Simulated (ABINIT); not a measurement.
Geometry relaxation of PbF$_{2}$ (part 3 of 3)

Continued. System: PbF$_{2}$ (3 atoms in the cell). Method: Kohn-Sham DFT of a periodic cell, LDA, PseudoDojo NC SR LDA v0.4.1 standard, no spin polarisation (ABINIT 10.8.3); cutoff 1142.88 eV, 6×6×6 k-mesh, fermi-dirac of 0.05 eV. The structure derives from an entry of the Crystallography Open Database.

Geometry of the input (Å; fractional positions):
```
0.0000  2.9637  2.9637
2.9637  0.0000  2.9637
2.9637  2.9637  0.0000
Pb 0.0000  0.0000  0.0000
F  0.7500  0.7500  0.7500
F  0.2500  0.2500  0.2500
```

**Trajectory as extended XYZ, continued**
```
3
Lattice="0.0000 2.9062 2.9062 2.9062 0.0000 2.9062 2.9062 2.9062 0.0000" Properties=species:S:1:pos:R:3:forces:R:3 step=3 energy=-3251.77530
Pb    0.0000    0.0000    0.0000    0.0000   0.0000   0.0000
F     4.3593    4.3593    4.3593    0.0000   0.0000   0.0000
F     1.4531    1.4531    1.4531    0.0000   0.0000   0.0000
3
Lattice="0.0000 2.9059 2.9059 2.9059 0.0000 2.9059 2.9059 2.9059 0.0000" Properties=species:S:1:pos:R:3:forces:R:3 step=4 energy=-3251.77530
Pb    0.0000    0.0000    0.0000    0.0000   0.0000   0.0000
F     4.3588    4.3588    4.3588    0.0000   0.0000   0.0000
F     1.4529    1.4529    1.4529    0.0000   0.0000   0.0000
```

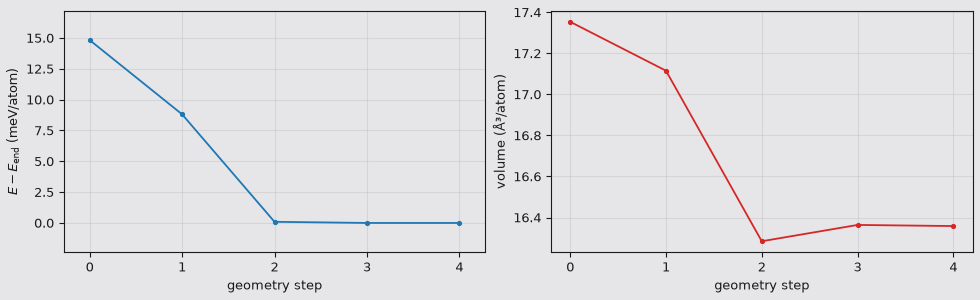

**Figure 1.** Progress of the relaxation, step by step (steps are counted from 0).

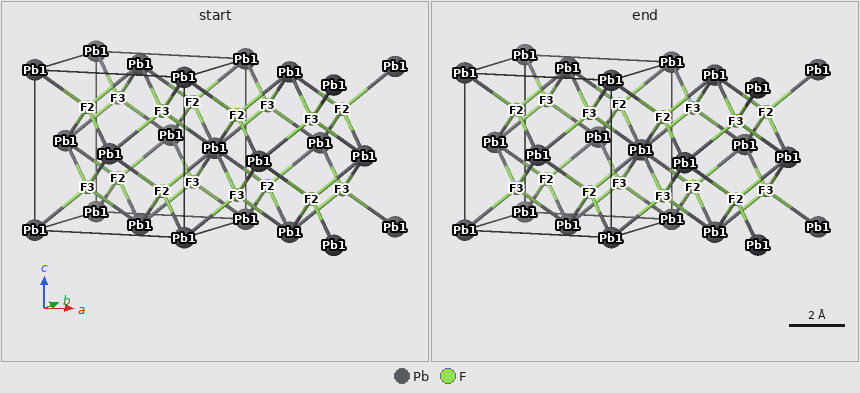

**Figure 2.** Before (left) and after (right) the relaxation, at one scale (ball-and-stick view of the cell 4 times as large as that of the calculation, set on its symmetry axes, repeated 2 × 1 × 1, seen slightly off an axis). The atoms keep their places relative to the cell (all moves are under 0.005 Å). The volume changes by −5.7 %, with a = b = c 5.927 → 5.812 Å (−1.9 %). Among the contacts that change: Pb1–F2 2.567 → 2.517 Å. The space group stays Fm-3m (No. 225). The energy falls by 14.8 meV per atom in 4 geometry steps. All forces vanish by symmetry, so only the cell relaxes. (Atoms are counted from 1 in the order of the input.)
